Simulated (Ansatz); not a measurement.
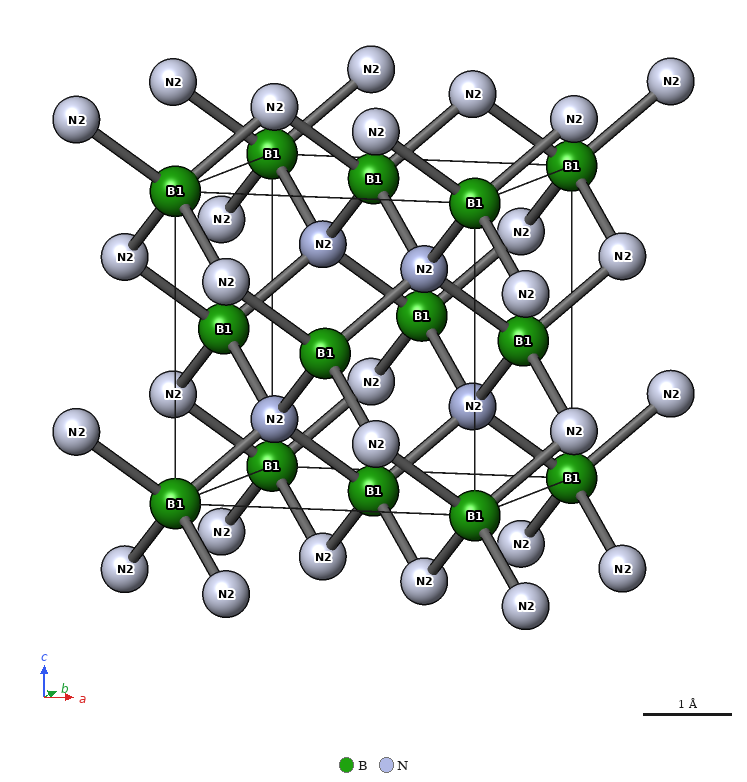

Figure 1. The input geometry of run 1 (ball-and-stick view of the cell 4 times as large as that of the calculation, set on its symmetry axes, seen slightly off an axis; neighbours outside the cell are drawn fainter; atoms are numbered from 1 in the order of the input). Near neighbours in the crystal (not all of them lie inside the picture): B has 4 N at 1.55 Å; N has 4 B at 1.55 Å.

# What a change does: single-point calculation on BN

System: BN (F-43m, 2 atoms in the cell).
Method of run 1: DFT PBE, scalar-relativistic, plane waves, PAW, no spin polarisation (Ansatz 0.2.0).

The structure derives from a Materials Project entry. Text and figures count atoms from 1; the logs count them from 0 in places.

### Input, run 1
```yaml
crystal:
  lattice:
    - [0.0, 1.7940407097, 1.7940407097]
    - [1.7940407097, 0.0, 1.7940407097]
    - [1.7940407097, 1.7940407097, 0.0]
  atoms:
    - { symbol: B, position: [0.0, 0.0, 0.0] }
    - { symbol: "N", position: [0.75, 0.75, 0.75] }
basis:
  ecutwfc: 420
kpoints:
  mp_grid: { grid: [12, 12, 12] }
hamiltonian:
  xc: pbe
scf:
  occupations: { method: gaussian, width: 0.02 }
output:
  forces: true
  stress: true
  eigenvalues: true
```

Launched with:
```bash
ansatz run input.yaml --threads 1 --pin off --max-ram 2560MiB --backend cpu --events-out ev --progress --plain --runs-dir out
```

Hardware: 1 thread of Intel Xeon @ 2.50GHz (Skylake/Cascade Lake), 192 GiB of memory available, shared host.

### Output, shortened to warnings, some set-up lines, iterations and results (run 1)
```
Basis set: ecut = 420 eV, 229 PW (Γ), exchange–correlation on 36×36×36 points (8 copies of the dense FFT grid, shifted against one another)
Symmetry: 24 space group operations
k-points: 72 of 1728 (time reversal used)
Initial density: superposition of atomic densities (neutral atoms: chi_scale 0, normalization atom), corrected by the library's trained network
[...]
SCF iter   1: F=—  HF=-542.262600 eV  |F-HF|=—  |Δ(HF+E_count)|=         —  Δρ=1.51e-3  dr2=9.04e-5  ethr=1.77e-3  ⟨swp⟩=4.9  Hψ=3750  notcnv=0
SCF iter   2: F=—  HF=-542.262816 eV  |F-HF|=—  |Δ(HF+E_count)|=   2.16e-4  Δρ=8.15e-4  dr2=2.16e-5  ethr=1.13e-6  ⟨swp⟩=2.0  Hψ=1441  notcnv=0
SCF iter   3: F=—  HF=-542.262896 eV  |F-HF|=—  |Δ(HF+E_count)|=   7.99e-5  Δρ=3.03e-4  dr2=8.39e-6  ethr=2.70e-7  ⟨swp⟩=2.3  Hψ=837  notcnv=0
SCF iter   4: F=-542.262896 eV  HF=-542.262896 eV  |F-HF|=4.32e-8  |Δ(HF+E_count)|=   5.95e-7  Δρ=3.20e-5  dr2=2.62e-8  ethr=1.05e-7  ⟨swp⟩=2.6  Hψ=881  notcnv=0
SCF iter   5: F=-542.262896 eV  HF=-542.262896 eV  |F-HF|=1.20e-8  |Δ(HF+E_count)|=   3.29e-8  Δρ=1.48e-5  dr2=5.74e-9  ethr=3.28e-10  ⟨swp⟩=1.0  Hψ=582  notcnv=0
SCF iter   6: F=-542.262896 eV  HF=-542.262896 eV  |F-HF|=1.03e-11  |Δ(HF+E_count)|=   1.31e-8  Δρ=1.22e-6  dr2=4.79e-11  ethr=7.18e-11  ⟨swp⟩=1.4  Hψ=1743  notcnv=0
SCF 1 converged in 6 iterations: F = -542.262896 eV  dr2 = 4.79e-11
SCF converged after 6 iterations
Free energy (F): -542.262896 eV
Harris-Foulkes:  -542.262896 eV  (|F-HF|=1.03e-11)
Internal energy: -542.262896 eV  (E = F + TS)
E sigma→0 (E₀):  -542.262896 eV
Fermi energy:    13.793326 eV
--- Per-component energies (eV) ---
  E_band       = 28.446690
  E_kinetic    = 186.961266
  E_local      = -173.095971  (includes V_loc(G=0)·N_el)
  E_nonlocal   = 56.780984
  E_hartree    = 48.529095
  E_xc         = -93.777786
  E_vxc        = -116.665121  (∫ρ·V_xc dr)
  E_paw        = -206.587257  (= ΣΔE_a)
  E_vpaw       = -22.592767  (= ΣTr[D̂ρ^β])
  E_aug_tail   = 0.000103  (compensation charges beyond the density's cutoff)
  E_ewald      = -361.073331
  E_smearing   = -0.000000  (= −TS)
  E_closure    = -0.000000  (closes the sum)
  Σ components = -542.262896   (vs F -542.262896, Δ=0.00e0)
--- Forces (eV/Å), atoms counted from 1 ---
  atom   1  B     -0.00000000     0.00000000    -0.00000000
  atom   2  N      0.00000000     0.00000000     0.00000000
  max |Σ_I F_I| component: 4.81e-16 eV/Å
--- Stress (GPa, compression-positive) ---
       11.964334      -0.000000      -0.000000
        0.000000      11.964334       0.000000
       -0.000000       0.000000      11.964334
  P = ⅓ Tr σ = 11.9643 GPa (119.643 kbar)
```

For run 2 the input was changed thus:
```diff
-    - [0.0, 1.7940407097, 1.7940407097]
-    - [1.7940407097, 0.0, 1.7940407097]
-    - [1.7940407097, 1.7940407097, 0.0]
+    - [0.0, 1.7753514265, 1.7753514265]
+    - [1.7753514265, 0.0, 1.7753514265]
+    - [1.7753514265, 1.7753514265, 0.0]
```

How does run 2 compare with run 1?

With the same functional and potentials, run 2 lies 20.8 meV per atom higher. The gap on the mesh goes from 4.49 to 4.53 eV. The pressure goes from 11.96 to 25.74 GPa. The volume per atom goes from 5.77 to 5.60 Å³. The cell is scaled evenly with the atoms at fixed fractional positions, so −ΔP/Δ ln V estimates the bulk modulus midway between the two volumes: about 440 GPa. The number of SCF iterations is the same.

### Output, shortened to warnings, some set-up lines, iterations and results (run 2)
```
Basis set: ecut = 420 eV, 229 PW (Γ), exchange–correlation on 36×36×36 points (8 copies of the dense FFT grid, shifted against one another)
Symmetry: 24 space group operations
k-points: 72 of 1728 (time reversal used)
Initial density: superposition of atomic densities (neutral atoms: chi_scale 0, normalization atom), corrected by the library's trained network
[...]
SCF iter   1: F=—  HF=-542.220815 eV  |F-HF|=—  |Δ(HF+E_count)|=         —  Δρ=2.01e-3  dr2=1.22e-4  ethr=1.77e-3  ⟨swp⟩=4.9  Hψ=3739  notcnv=0
SCF iter   2: F=—  HF=-542.221123 eV  |F-HF|=—  |Δ(HF+E_count)|=   3.08e-4  Δρ=9.31e-4  dr2=3.19e-5  ethr=1.52e-6  ⟨swp⟩=2.0  Hψ=1500  notcnv=0
SCF iter   3: F=—  HF=-542.221238 eV  |F-HF|=—  |Δ(HF+E_count)|=   1.15e-4  Δρ=3.64e-4  dr2=7.62e-6  ethr=3.98e-7  ⟨swp⟩=2.2  Hψ=850  notcnv=0
SCF iter   4: F=-542.221242 eV  HF=-542.221242 eV  |F-HF|=6.47e-8  |Δ(HF+E_count)|=   3.41e-6  Δρ=3.42e-5  dr2=5.29e-8  ethr=9.53e-8  ⟨swp⟩=2.8  Hψ=918  notcnv=0
SCF iter   5: F=-542.221242 eV  HF=-542.221242 eV  |F-HF|=7.51e-9  |Δ(HF+E_count)|=   7.63e-8  Δρ=9.03e-6  dr2=2.83e-9  ethr=6.61e-10  ⟨swp⟩=2.2  Hψ=856  notcnv=0
SCF iter   6: F=-542.221242 eV  HF=-542.221242 eV  |F-HF|=2.50e-11  |Δ(HF+E_count)|=   8.22e-9  Δρ=5.16e-7  dr2=8.45e-12  ethr=3.53e-11  ⟨swp⟩=1.2  Hψ=1776  notcnv=0
SCF 1 converged in 6 iterations: F = -542.221242 eV  dr2 = 8.45e-12
SCF converged after 6 iterations
Free energy (F): -542.221242 eV
Harris-Foulkes:  -542.221242 eV  (|F-HF|=2.50e-11)
Internal energy: -542.221242 eV  (E = F + TS)
E sigma→0 (E₀):  -542.221242 eV
Fermi energy:    14.331520 eV
--- Per-component energies (eV) ---
  E_band       = 31.317887
  E_kinetic    = 188.886259
  E_local      = -170.006731  (includes V_loc(G=0)·N_el)
  E_nonlocal   = 57.077750
  E_hartree    = 47.724198
  E_xc         = -94.245651
  E_vxc        = -117.278737  (∫ρ·V_xc dr)
  E_paw        = -206.782786  (= ΣΔE_a)
  E_vpaw       = -22.809165  (= ΣTr[D̂ρ^β])
  E_aug_tail   = 0.000102  (compensation charges beyond the density's cutoff)
  E_ewald      = -364.874382
  E_smearing   = -0.000000  (= −TS)
  E_closure    = -0.000000  (closes the sum)
  Σ components = -542.221242   (vs F -542.221242, Δ=0.00e0)
--- Forces (eV/Å), atoms counted from 1 ---
  atom   1  B     -0.00000000     0.00000000    -0.00000000
  atom   2  N      0.00000000     0.00000000     0.00000000
  max |Σ_I F_I| component: 5.55e-16 eV/Å
--- Stress (GPa, compression-positive) ---
       25.742472      -0.000000      -0.000000
       -0.000000      25.742472       0.000000
       -0.000000       0.000000      25.742472
  P = ⅓ Tr σ = 25.7425 GPa (257.425 kbar)
```

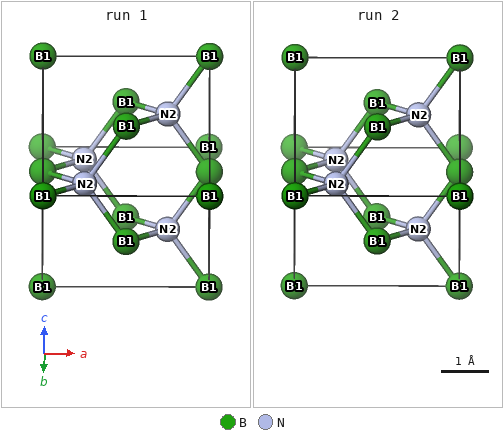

Figure 2. The two input geometries at one scale (ball-and-stick view of the cell 4 times as large as that of the calculation, set on its symmetry axes, seen at an oblique angle). No atom moves by more than 0.005 Å relative to the cell. The drawn cell changes as follows: a = b = c 3.588 → 3.551 Å (−1.0 %); the volume changes by −3.1 %. Among the contacts that change: B1–N2 1.554 → 1.537 Å.

### The two runs side by side

| quantity | run 1 | run 2 |
| --- | --- | --- |
| outcome | converged | converged |
| free energy per atom (eV) | −271.1314 | −271.1106 |
| gap on the mesh (eV) | 4.49 | 4.53 |
| pressure (GPa) | 11.96 | 25.74 |
| volume per atom (Å³) | 5.77 | 5.60 |
| largest force (eV/Å) | 0.000 | 0.000 |
| SCF iterations | 6 | 6 |
| irreducible k-points | 72 | 72 |
| plane waves at Γ | 229 | 229 |
| wall time (shared host) | 1.5 s | 1.5 s |

For run 1: The cell is under a pressure of 12.0 GPa at this level, so it is not at its equilibrium volume. For run 2: The cell is under a pressure of 26 GPa at this level, so it is not at its equilibrium volume.
